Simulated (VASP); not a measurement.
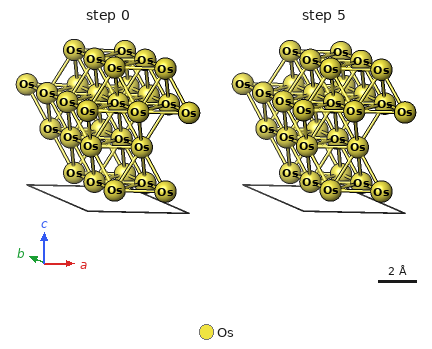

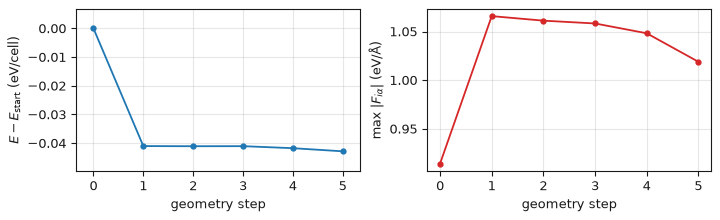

First and last geometry of a relaxation of a slab of composition Os, with the history of the run. A ball-and-stick model of the 2 × 3 repeat of the cell, outlined in the plane, without the vacuum, seen slightly off an axis.

The run lets the atoms move in a fixed cell. 2 atoms are held fixed.

Computed with Kohn-Sham DFT of a periodic cell, PBEsol, VASP PAW PBE potentials, recommended in VASP 6.6.1.

The input:
```
SYSTEM = Os
PREC = Accurate
ENCUT = 520
EDIFF = 1E-6
ISMEAR = 0
SIGMA = 0.1
LREAL = .False.
LASPH = .True.
NELM = 100
ALGO = Normal
ISIF = 2
LWAVE = .False.
LCHARG = .False.
LDIPOL = .True.
IDIPOL = 3
DIPOL = 0.5 0.5 0.500
GGA = PS
IBRION = 2
NSW = 90
EDIFFG = -0.03
```

Command:
```bash
cat potpaw_PBE.64/Os/POTCAR > POTCAR
mpirun -np 1 vasp_std > vasp.out
```

> Read the history and describe the run.

It converged. The energy falls by 42.8 meV per cell of the calculation in 5 geometry steps. Largest force component: 0.91 eV/Å at the start, 1 eV/Å at the end. An Os atom moves most: 0.061 Å along the normal (−c). The cell doesn't change. Some distances before and after: Os–Os 2.701 → 2.631 Å, Os–Os 2.701 → 2.723 Å.
